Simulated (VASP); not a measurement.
**Geometry relaxation of BeS (part 1 of 2)**

- system: BeS (F-43m, 2 atoms in the cell)
- method: Kohn-Sham DFT of a periodic cell, PBE, VASP PAW PBE potentials, recommended, no spin polarisation (VASP 6.6.1)

The structure derives from an entry of the Crystallography Open Database.

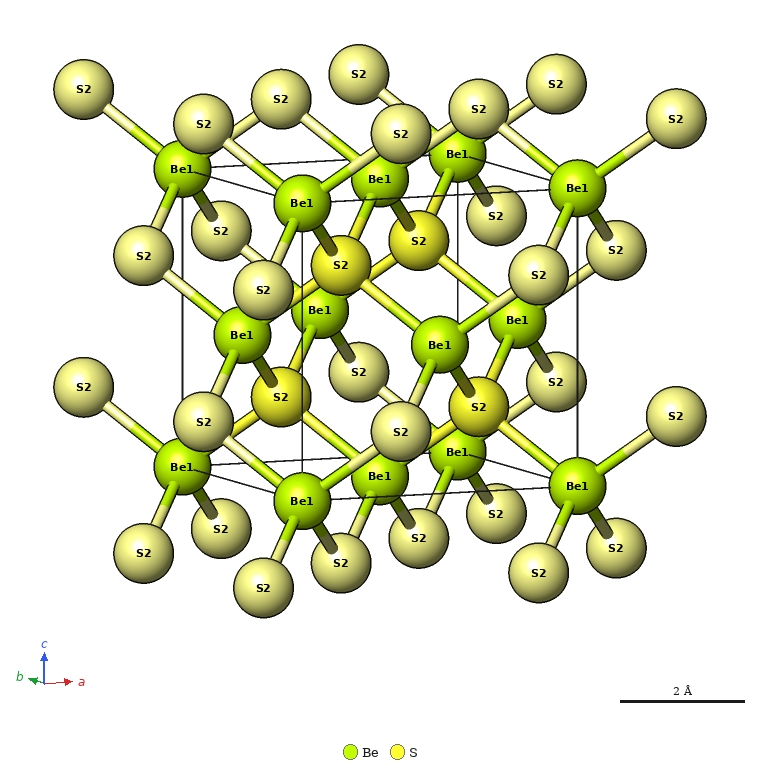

Fig. 1: The starting structure (ball-and-stick view of the cell 4 times as large as that of the calculation, set on its symmetry axes, seen slightly off an axis; neighbours outside the cell are drawn fainter; atoms are numbered from 1 in the order of the input).

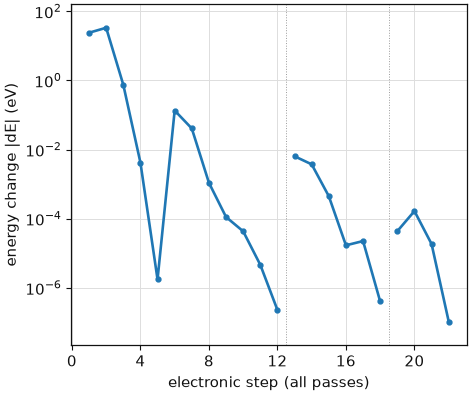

Fig. 2: Convergence of the self-consistent field: energy change |dE| against the electronic step. Each stretch between dotted lines is the SCF of one geometry step of a relaxation. The 3 ionic steps take 4 to 12 electronic steps each. The density is held fixed in the first few steps, and dE rises again when its update begins.

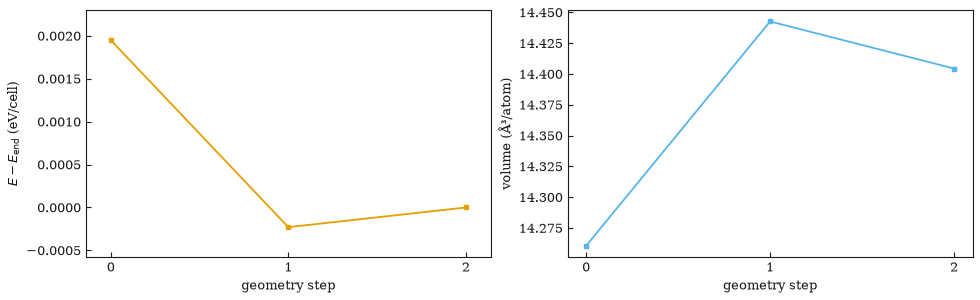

Fig. 3: Progress of the relaxation, step by step (steps are counted from 0). No atom moves by more than 0.005 Å relative to the cell. The volume changes by +1.0 %, with a = b = c 4.850 → 4.866 Å (+0.3 %). Among the contacts that change: Be1–S2 2.100 → 2.107 Å. The space group stays F-43m (No. 216). After 2 geometry steps the energy has fallen by 2.0 meV per cell of the calculation. All forces vanish by symmetry, so only the cell relaxes. (Atoms are counted from 1 in the order of the input.)

The input and output of the run follow.

## INCAR
```
SYSTEM = BeS
  ALGO = Normal
  EDIFF = 1E-6
  EDIFFG = -0.01
  ENCUT = 600
  GGA = PE
  IBRION = 2
  ISIF = 3
  ISMEAR = 0
  LASPH = .TRUE.
  LCHARG = .FALSE.
  LREAL = .FALSE.
  LWAVE = .FALSE.
  NELM = 80
  NSW = 90
  PREC = Accurate
  PSTRESS = 6.0
  SIGMA = 0.03
```

## KPOINTS
```
k-points
0
G
  10 10 10
  0 0 0
```

## POSCAR
```
BeS
1.0
    0.0000000000      2.4250000000      2.4250000000
    2.4250000000      0.0000000000      2.4250000000
    2.4250000000      2.4250000000      0.0000000000
Be S
1 1
Direct
    0.0000000000      0.0000000000      0.0000000000
    0.2500000000      0.2500000000      0.2500000000
```

Launched with:
```bash
cat potpaw_PBE.64/Be/POTCAR potpaw_PBE.64/S/POTCAR > POTCAR
mpirun -np 1 vasp_std > vasp.out
```

## OSZICAR
```
N       E                     dE             d eps       ncg     rms          rms(c)
DAV:   1     0.240788419574E+02    0.24079E+02   -0.43185E+03   752   0.958E+02
DAV:   2    -0.942842583710E+01   -0.33507E+02   -0.32802E+02  1176   0.138E+02
DAV:   3    -0.101821496702E+02   -0.75372E+00   -0.75372E+00   824   0.255E+01
DAV:   4    -0.101863746556E+02   -0.42250E-02   -0.42250E-02  1312   0.213E+00
DAV:   5    -0.101863764167E+02   -0.17611E-05   -0.17611E-05   856   0.383E-02    0.566E+00
DAV:   6    -0.100510946755E+02    0.13528E+00   -0.14200E-01   776   0.226E+00    0.389E+00
DAV:   7    -0.100101353450E+02    0.40959E-01   -0.13469E-01  1080   0.243E+00    0.989E-01
DAV:   8    -0.100112342991E+02   -0.10990E-02   -0.63646E-03   984   0.531E-01    0.139E-01
DAV:   9    -0.100113466618E+02   -0.11236E-03   -0.50183E-04   848   0.180E-01    0.299E-02
DAV:  10    -0.100113899871E+02   -0.43325E-04   -0.81370E-05  1048   0.662E-02    0.946E-03
DAV:  11    -0.100113946336E+02   -0.46465E-05   -0.13472E-05   824   0.252E-02    0.692E-03
DAV:  12    -0.100113948636E+02   -0.22995E-06   -0.99999E-07   920   0.747E-03
   1 F= -.99045863E+01 E0= -.99045863E+01  d E =-.990459E+01
       N       E                     dE             d eps       ncg     rms          rms(c)
DAV:   1    -0.100178152549E+02   -0.64206E-02   -0.91113E-02   760   0.203E+00    0.517E-01
DAV:   2    -0.100140630698E+02    0.37522E-02   -0.10706E-02   960   0.607E-01    0.186E-01
DAV:   3    -0.100136135523E+02    0.44952E-03   -0.22417E-03   960   0.273E-01    0.104E-01
DAV:   4    -0.100135965186E+02    0.17034E-04   -0.24262E-05   864   0.431E-02    0.832E-02
DAV:   5    -0.100135738771E+02    0.22641E-04   -0.28492E-05   888   0.381E-02    0.147E-02
DAV:   6    -0.100135742809E+02   -0.40379E-06   -0.76991E-07   496   0.778E-03
   2 F= -.99054017E+01 E0= -.99054017E+01  d E =-.815361E-03
       N       E                     dE             d eps       ncg     rms          rms(c)
DAV:   1    -0.100135301654E+02    0.43712E-04   -0.39924E-03   768   0.427E-01    0.110E-01
DAV:   2    -0.100133634532E+02    0.16671E-03   -0.46999E-04   960   0.127E-01    0.388E-02
DAV:   3    -0.100133448562E+02    0.18597E-04   -0.98315E-05   952   0.573E-02    0.233E-02
DAV:   4    -0.100133449627E+02   -0.10651E-06   -0.10076E-06   608   0.896E-03
   3 F= -.99054586E+01 E0= -.99054586E+01  d E =-.872295E-03
```

## Parts of OUTCAR
```
SYSTEM = BeS
   EDIFF = 1E-6
   EDIFFG = -0.01
   ENCUT = 600
   GGA = PE
   IBRION = 2
   ISIF = 3
   ISMEAR = 0
   LASPH = .TRUE.
   LREAL = .FALSE.
   NELM = 80
   NSW = 90
   PREC = Accurate
   PSTRESS = 6.0

 ion  position               nearest neighbor table
   1  0.000  0.000  0.000-   2 2.10   2 2.10   2 2.10   2 2.10
   2  0.250  0.250  0.250-   1 2.10   1 2.10   1 2.10   1 2.10

  LATTYP: Found a face centered cubic cell.
 ALAT       =     4.8500000000

  Lattice vectors:

 A1 = (   0.0000000000,   2.4250000000,   2.4250000000)
 A2 = (   2.4250000000,   0.0000000000,   2.4250000000)
 A3 = (   2.4250000000,   2.4250000000,   0.0000000000)

Analysis of symmetry for initial positions (statically):
=====================================================================
 Subroutine PRICEL returns:
 Original cell was already a primitive cell.

 Routine SETGRP: Setting up the symmetry group for a
 face centered cubic supercell.

 Subroutine GETGRP returns: Found 24 space group operations
 (whereof 24 operations were pure point group operations)
 out of a pool of 48 trial point group operations.

The static configuration has the point symmetry T_d .

Analysis of symmetry for dynamics (positions and initial velocities):
=====================================================================
 Subroutine PRICEL returns:
 Original cell was already a primitive cell.

 Routine SETGRP: Setting up the symmetry group for a
 face centered cubic supercell.

 Subroutine GETGRP returns: Found 24 space group operations
 (whereof 24 operations were pure point group operations)
 out of a pool of 48 trial point group operations.

The dynamic configuration has the point symmetry T_d .

 Subroutine INISYM returns: Found 24 space group operations
 (whereof 24 operations are pure point group operations),
 and found     1 'primitive' translations

----------------------------------------------------------------------------------------

                                     Primitive cell

  volume of cell :      28.5210

  direct lattice vectors                    reciprocal lattice vectors
     0.000000000  2.425000000  2.425000000    -0.206185567  0.206185567  0.206185567
     2.425000000  0.000000000  2.425000000     0.206185567 -0.206185567  0.206185567
     2.425000000  2.425000000  0.000000000     0.206185567  0.206185567 -0.206185567

  length of vectors
     3.429467889  3.429467889  3.429467889     0.357123878  0.357123878  0.357123878

  position of ions in fractional coordinates (direct lattice)
     0.000000000  0.000000000  0.000000000
     0.250000000  0.250000000  0.250000000

  ion indices of the primitive-cell ions
   primitive index   ion index
                 1           1
                 2           2

----------------------------------------------------------------------------------------

 KPOINTS: k-points

Automatic generation of k-mesh.
 Grid dimensions read from file:
 generate k-points for:   10   10   10

 Generating k-lattice:

  Cartesian coordinates                     Fractional coordinates (reciprocal lattice)
    -0.020618557  0.020618557  0.020618557     0.100000000  0.000000000  0.000000000
     0.020618557 -0.020618557  0.020618557     0.000000000  0.100000000  0.000000000
     0.020618557  0.020618557 -0.020618557     0.000000000  0.000000000  0.100000000

  Length of vectors
     0.035712388  0.035712388  0.035712388

  Shift w.r.t. Gamma in fractional coordinates (k-lattice)
     0.000000000  0.000000000  0.000000000

 Subroutine IBZKPT returns following result:
 ===========================================

 Found     47 irreducible k-points:

 Following reciprocal coordinates:
            Coordinates               Weight
  0.000000  0.000000  0.000000      1.000000
  0.100000  0.000000  0.000000      8.000000
  0.200000  0.000000  0.000000      8.000000
  0.300000  0.000000  0.000000      8.000000
  0.400000  0.000000  0.000000      8.000000
  0.500000  0.000000  0.000000      4.000000
  0.100000  0.100000  0.000000      6.000000
  0.200000  0.100000  0.000000     24.000000
  0.300000  0.100000  0.000000     24.000000
  0.400000  0.100000  0.000000     24.000000
  0.500000  0.100000  0.000000     24.000000
 -0.400000  0.100000  0.000000     24.000000
 -0.300000  0.100000  0.000000     24.000000
 -0.200000  0.100000  0.000000     24.000000
 -0.100000  0.100000  0.000000     12.000000
  0.200000  0.200000  0.000000      6.000000
  0.300000  0.200000  0.000000     24.000000
  0.400000  0.200000  0.000000     24.000000
  0.500000  0.200000  0.000000     24.000000
 -0.400000  0.200000  0.000000     24.000000
 -0.300000  0.200000  0.000000     24.000000
 -0.200000  0.200000  0.000000     12.000000
  0.300000  0.300000  0.000000      6.000000
  0.400000  0.300000  0.000000     24.000000
 [... further k-points ...]
   k-points           NKPTS =     47   k-points in BZ     NKDIM =     47   number of bands    NBANDS=      8
   number of dos      NEDOS =    301   number of ions     NIONS =      2
   total plane-waves  NPLWV =  21952
   dimension x,y,z NGX =    28 NGY =   28 NGZ =   28
   dimension x,y,z NGXF=    56 NGYF=   56 NGZF=   56
   ions per type =               1   1
   NGX,Y,Z   is equivalent  to a cutoff of  13.57, 13.57, 13.57 a.u.
   NGXF,Y,Z  is equivalent  to a cutoff of  27.15, 27.15, 27.15 a.u.
 SYSTEM =  BeS
   PREC   = accura    normal or accurate (medium, high low for compatibility)
   ISTART =      0    job   : 0-new  1-cont  2-samecut
   ICHARG =      2    charge: 1-file 2-atom 10-const
   ISPIN  =      1    spin polarized calculation?
   LNONCOLLINEAR =      F non collinear calculations
   LSORBIT =      F    spin-orbit coupling
   LASPH  =      T    aspherical Exc in radial PAW
   ENCUT  =  600.0 eV  44.10 Ry    6.64 a.u.   6.85  6.85  6.85*2*pi/ulx,y,z
   NELM   =     80;   NELMIN=  2; NELMDL= -5     # of ELM steps
   EDIFF  = 0.1E-05   stopping-criterion for ELM
   LREAL  =      F    real-space projection
   EDIFFG = -.1E-01   stopping-criterion for IOM
   NSW    =     90    number of steps for IOM
   IBRION =      2    ionic relax: 0-MD 1-quasi-New 2-CG
   NFREE  =      1    steps in history (QN), initial steepest desc. (CG)
   ISIF   =      3    stress and relaxation
   ISYM   =      2    0-nonsym 1-usesym 2-fastsym
   POTIM  = 0.5000    time-step for ionic-motion
   TEBEG  =    0.0;   TEEND  =   0.0 temperature during run
   PSTRESS=    6.0 pullay stress
   NELECT =       8.0000    total number of electrons
   NUPDOWN=      -1.0000    fix difference up-down
   EMIN   =  10.00;   EMAX   =-10.00  energy-range for DOS
   EFERMI =   0.00;   METHOD = LEGACY
   ISMEAR =     0;   SIGMA  =   0.03  broadening in eV -4-tet -1-fermi 0-gaus
   EFERMI_NEDOS =   21; number of points for ismear=-14 and -15
   IALGO  =     38    algorithm
   IMIX   =      4    mixing-type and parameters
     AMIX     =   0.40;   BMIX     =  1.00
     AMIX_MAG =   1.60;   BMIX_MAG =  1.00
  volume/ion in A,a.u.               =      14.26        96.23
  Fermi-wavevector in a.u.,A,eV,Ry     =   1.071642  2.025110 15.625158  1.148417
  Thomas-Fermi vector in A             =   2.207388
   LORBIT       =      0    0 simple, 1 ext, 2 COOP (PROOUT), +10 PAW based schemes
   GGA     = PE    functional components
   LHFCALC =     F    Hartree Fock is set to
   AEXX    =    0.0000 exact exchange contribution
   IVDW    =     0    specifies the selected vdW correction
   LEPSILON=     F    determine dielectric tensor
   LRPA    =     F    only Hartree local field effects (RPA)
```
